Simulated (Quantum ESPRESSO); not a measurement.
**CoSi₂: single-point calculation**

System: CoSi₂ (I4/mmm, 3 atoms in the cell).
Method: Kohn-Sham DFT of a periodic cell, PBEsol, GBRV 1.5 PBEsol, no spin polarisation (Quantum ESPRESSO 7.5).

The structure was built on a prototype by a generator; it need not be a known phase.

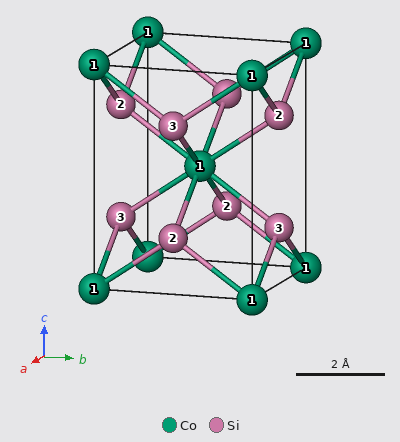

**Figure 1.** The structure as given in the input (ball-and-stick view of the cell 2 times as large as that of the calculation, set on its symmetry axes, seen slightly off an axis; atoms are numbered from 1 in the order of the input). Near neighbours in the crystal (not all of them lie inside the picture): Co has 8 Si at 2.32 Å; Si has 4 Co at 2.32 Å.

**Input file**
```
&CONTROL
  calculation = 'scf'
  prefix = 'pwscf'
  outdir = './tmp'
  pseudo_dir = './pseudo'
  tprnfor = .true.
  tstress = .true.
  disk_io = 'nowf'
/
&SYSTEM
  ibrav = 0
  nat = 3
  ntyp = 2
  ecutwfc = 56
  ecutrho = 448
  nbnd = 19
  occupations = 'smearing'
  smearing = 'mp'
  degauss = 0.00734986
/
&ELECTRONS
  conv_thr = 6d-10
  electron_maxstep = 120
  mixing_beta = 0.5
/
ATOMIC_SPECIES
Co    58.9332 co_pbesol_v1.2.uspp.F.UPF
Si    28.0850 si_pbesol_v1.uspp.F.UPF
CELL_PARAMETERS angstrom
   0.0000000000    2.7034771500    2.6238069000
   2.7034771500    0.0000000000    2.6238069000
   2.7034771500    2.7034771500    0.0000000000
ATOMIC_POSITIONS crystal
Co     0.0000000000    0.0000000000    0.0000000000
Si     0.2500000000    0.2500000000    0.2500000000
Si     0.7500000000    0.7500000000    0.7500000000
K_POINTS automatic
16 16 16 0 0 0
```

Hardware: 1 thread of Intel Xeon @ 2.50GHz (Skylake/Cascade Lake), 96 GiB of memory available, shared host.

Run as:
```bash
OMP_NUM_THREADS=1 pw.x -in pw.in > pw.out
```

**What the program printed**
```
This program is part of the open-source Quantum ESPRESSO suite
     for quantum simulation of materials; please cite
         "P. Giannozzi et al., J. Phys.:Condens. Matter 21 395502 (2009);
         "P. Giannozzi et al., J. Phys.:Condens. Matter 29 465901 (2017);
         "P. Giannozzi et al., J. Chem. Phys. 152 154105 (2020);
          URL
     in publications or presentations arising from this work. More details at

     Message from routine setup:
     using ibrav=0 with symmetry is DISCOURAGED, use correct ibrav instead

     G-vector sticks info
     --------------------
     sticks:   dense  smooth     PW     G-vecs:    dense   smooth      PW
     Sum        1573     785    249                41333    14663    2549

     Using Slab Decomposition

     bravais-lattice index     =            0
     lattice parameter (alat)  =       7.1193  a.u.
     unit-cell volume          =     258.8236 (a.u.)^3
     number of atoms/cell      =            3
     number of atomic types    =            2
     number of electrons       =        25.00
     number of Kohn-Sham states=           19
     kinetic-energy cutoff     =      56.0000  Ry
     charge density cutoff     =     448.0000  Ry
     scf convergence threshold =      6.0E-10
     mixing beta               =       0.5000
     number of iterations used =            8  plain     mixing
     Exchange-correlation= SLA  PW   PSX  PSC
                           (   1   4  10   8   0   0   0)

     celldm(1)=   7.119316  celldm(2)=   0.000000  celldm(3)=   0.000000
     celldm(4)=   0.000000  celldm(5)=   0.000000  celldm(6)=   0.000000

     crystal axes: (cart. coord. in units of alat)
               a(1) = (   0.000000   0.717601   0.696454 )
               a(2) = (   0.717601   0.000000   0.696454 )
               a(3) = (   0.717601   0.717601   0.000000 )

     reciprocal axes: (cart. coord. in units 2 pi/alat)
               b(1) = ( -0.696766  0.696766  0.717922 )
               b(2) = (  0.696766 -0.696766  0.717922 )
               b(3) = (  0.696766  0.696766 -0.717922 )

     PseudoPot. # 1 for Co read from file:
     co_pbesol_v1.2.uspp.F.UPF
     Pseudo is Ultrasoft + core correction, Zval = 17.0
     Generated by new atomic code, or converted to UPF format
     Using radial grid of  863 points,  6 beta functions with:
                l(1) =   0
                l(2) =   0
                l(3) =   1
                l(4) =   1
                l(5) =   2
                l(6) =   2
     Q(r) pseudized with  8 coefficients,  rinner =    1.200   1.200   1.200
                                                       1.200   1.200

     PseudoPot. # 2 for Si read from file:
     si_pbesol_v1.uspp.F.UPF
     Pseudo is Ultrasoft + core correction, Zval =  4.0
     Generated by new atomic code, or converted to UPF format
     Using radial grid of  899 points,  6 beta functions with:
                l(1) =   0
                l(2) =   0
                l(3) =   1
                l(4) =   1
                l(5) =   2
                l(6) =   2
     Q(r) pseudized with  8 coefficients,  rinner =    0.900   0.900   0.900
                                                       0.900   0.900

     atomic species   valence    mass     pseudopotential
     Co               17.00    58.93320     Co( 1.00)
     Si                4.00    28.08500     Si( 1.00)

     16 Sym. Ops., with inversion, found

   Cartesian axes

     site n.     atom                  positions (alat units)
         1        Co     tau(   1) = (   0.0000000   0.0000000   0.0000000  )
         2        Si     tau(   2) = (   0.3588007   0.3588007   0.3482270  )
         3        Si     tau(   3) = (   1.0764021   1.0764021   1.0446810  )

     number of k points=   349  Methfessel-Paxton smearing, width (Ry)=  0.0073

     Number of k-points >= 100: set verbosity='high' to print them.

     Dense  grid:    41333 G-vectors     FFT dimensions: (  48,  48,  50)

     Smooth grid:    14663 G-vectors     FFT dimensions: (  36,  36,  36)

     Check: negative core charge=   -0.000010

     Initial potential from superposition of free atoms

     starting charge      23.9987, renormalised to      25.0000
     Starting wfcs are   21 randomized atomic wfcs

     Self-consistent Calculation

     iteration #  1     ecut=    56.00 Ry     beta= 0.50
     Davidson diagonalization with overlap
     ethr =  1.00E-02,  avg # of iterations =  4.3

     total energy              =    -307.70957144 Ry
     estimated scf accuracy    <      16.22716084 Ry

     iteration #  2     ecut=    56.00 Ry     beta= 0.50
     Davidson diagonalization with overlap
     ethr =  1.00E-02,  avg # of iterations =  3.0

     total energy              =    -316.79688901 Ry
     estimated scf accuracy    <      33.68860761 Ry

     iteration #  3     ecut=    56.00 Ry     beta= 0.50
     Davidson diagonalization with overlap
     ethr =  1.00E-02,  avg # of iterations =  2.0

     total energy              =    -317.46416882 Ry
     estimated scf accuracy    <       6.96670199 Ry

     iteration #  4     ecut=    56.00 Ry     beta= 0.50
     Davidson diagonalization with overlap
     ethr =  1.00E-02,  avg # of iterations =  1.5

     total energy              =    -317.69770665 Ry
     estimated scf accuracy    <       1.57561708 Ry

     iteration #  5     ecut=    56.00 Ry     beta= 0.50
     Davidson diagonalization with overlap
     ethr =  6.30E-03,  avg # of iterations =  1.0

     total energy              =    -317.28397126 Ry
     estimated scf accuracy    <       1.02036753 Ry

     iteration #  6     ecut=    56.00 Ry     beta= 0.50
     Davidson diagonalization with overlap
     ethr =  4.08E-03,  avg # of iterations =  1.8

     total energy              =    -317.57020122 Ry
     estimated scf accuracy    <       0.67135526 Ry

     iteration #  7     ecut=    56.00 Ry     beta= 0.50
     Davidson diagonalization with overlap
     ethr =  2.69E-03,  avg # of iterations =  1.0

     total energy              =    -317.54050330 Ry
     estimated scf accuracy    <       0.55745442 Ry

     iteration #  8     ecut=    56.00 Ry     beta= 0.50
     Davidson diagonalization with overlap
     ethr =  2.23E-03,  avg # of iterations =  1.0

     total energy              =    -317.51270480 Ry
     estimated scf accuracy    <       0.28336366 Ry

     iteration #  9     ecut=    56.00 Ry     beta= 0.50
     Davidson diagonalization with overlap
     ethr =  1.13E-03,  avg # of iterations =  1.1

     total energy              =    -317.51183310 Ry
     estimated scf accuracy    <       0.04516129 Ry

     iteration # 10     ecut=    56.00 Ry     beta= 0.50
     Davidson diagonalization with overlap
     ethr =  1.81E-04,  avg # of iterations =  1.6

     total energy              =    -317.51746965 Ry
     estimated scf accuracy    <       0.00157485 Ry

     iteration # 11     ecut=    56.00 Ry     beta= 0.50
     Davidson diagonalization with overlap
     ethr =  6.30E-06,  avg # of iterations =  3.2

     total energy              =    -317.51751294 Ry
     estimated scf accuracy    <       0.00174145 Ry

     iteration # 12     ecut=    56.00 Ry     beta= 0.50
     Davidson diagonalization with overlap
     ethr =  6.30E-06,  avg # of iterations =  1.0

     total energy              =    -317.51722593 Ry
     estimated scf accuracy    <       0.00158385 Ry

     iteration # 13     ecut=    56.00 Ry     beta= 0.50
     Davidson diagonalization with overlap
     ethr =  6.30E-06,  avg # of iterations =  1.0

     total energy              =    -317.51734830 Ry
     estimated scf accuracy    <       0.00000941 Ry

     iteration # 14     ecut=    56.00 Ry     beta= 0.50
     Davidson diagonalization with overlap
     ethr =  3.76E-08,  avg # of iterations =  3.4

     total energy              =    -317.51735232 Ry
     estimated scf accuracy    <       0.00000314 Ry

     iteration # 15     ecut=    56.00 Ry     beta= 0.50
     Davidson diagonalization with overlap
     ethr =  1.26E-08,  avg # of iterations =  2.0

     total energy              =    -317.51735280 Ry
     estimated scf accuracy    <       0.00000019 Ry

     iteration # 16     ecut=    56.00 Ry     beta= 0.50
     Davidson diagonalization with overlap
     ethr =  7.51E-10,  avg # of iterations =  3.6

     total energy              =    -317.51735284 Ry
     estimated scf accuracy    <       0.00000002 Ry

     iteration # 17     ecut=    56.00 Ry     beta= 0.50
     Davidson diagonalization with overlap
     ethr =  9.58E-11,  avg # of iterations =  2.4

     total energy              =    -317.51735285 Ry
     estimated scf accuracy    <       0.00000001 Ry

     iteration # 18     ecut=    56.00 Ry     beta= 0.50
     Davidson diagonalization with overlap
     ethr =  5.51E-11,  avg # of iterations =  1.0

     total energy              =    -317.51735285 Ry
     estimated scf accuracy    <          1.1E-09 Ry

     iteration # 19     ecut=    56.00 Ry     beta= 0.50
     Davidson diagonalization with overlap
     ethr =  4.54E-12,  avg # of iterations =  2.3

     End of self-consistent calculation

     Number of k-points >= 100: set verbosity='high' to print the bands.

     the Fermi energy is    12.6963 ev

!    total energy              =    -317.51735285 Ry
     estimated scf accuracy    <          1.2E-10 Ry
     smearing contrib. (-TS)   =       0.00002520 Ry
     internal energy E=F+TS    =    -317.51737805 Ry

     The total energy is F=E-TS. E is the sum of the following terms:
     one-electron contribution =    -237.64218636 Ry
     hartree contribution      =     131.81213467 Ry
     xc contribution           =     -41.18180998 Ry
     ewald contribution        =    -170.50551638 Ry

     convergence has been achieved in  19 iterations

     Forces acting on atoms (cartesian axes, Ry/au):

     atom    1 type  1   force =     0.00000000    0.00000000    0.00000000
     atom    2 type  2   force =     0.00000000    0.00000000    0.00000000
     atom    3 type  2   force =     0.00000000    0.00000000    0.00000000

     Total force =     0.000000     Total SCF correction =     0.000000

     Computing stress (Cartesian axis) and pressure

          total   stress  (Ry/bohr**3)                   (kbar)     P=      -43.44
  -0.00036407  -0.00000000   0.00000000          -53.56       -0.00        0.00
  -0.00000000  -0.00036407   0.00000000           -0.00      -53.56        0.00
   0.00000000   0.00000000  -0.00015780            0.00        0.00      -23.21

=------------------------------------------------------------------------------=
   JOB DONE.
=------------------------------------------------------------------------------=
```

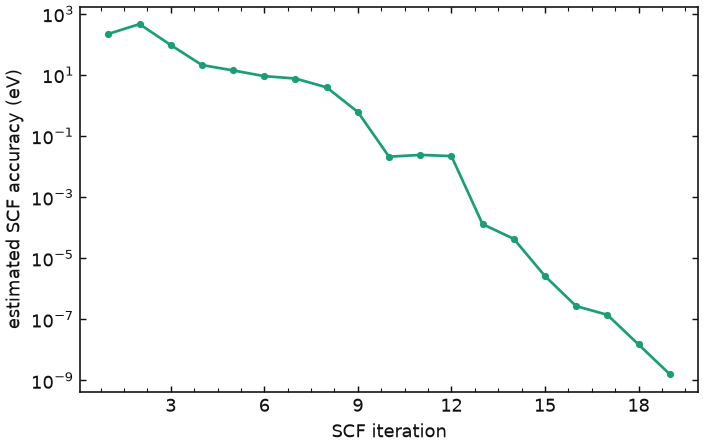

**Figure 2.** Convergence of the self-consistent field: estimated SCF accuracy against the iteration. The field takes 19 iterations in all.

**Summary**

- outcome: converged
- space group (tolerance 0.01 Å): I4/mmm (139)
- electrons treated: 25
- free energy: −4320.0437 eV
- Fermi energy: 12.696 eV
- gap on the k-point mesh: none (metallic)
- pressure: −4.34 GPa
- largest force (length of the vector): under 0.001 eV/Å
- wall time: 7.1 min
- peak memory: 0.36 GiB

The run has no spin polarisation, so a magnetic state may lie lower.
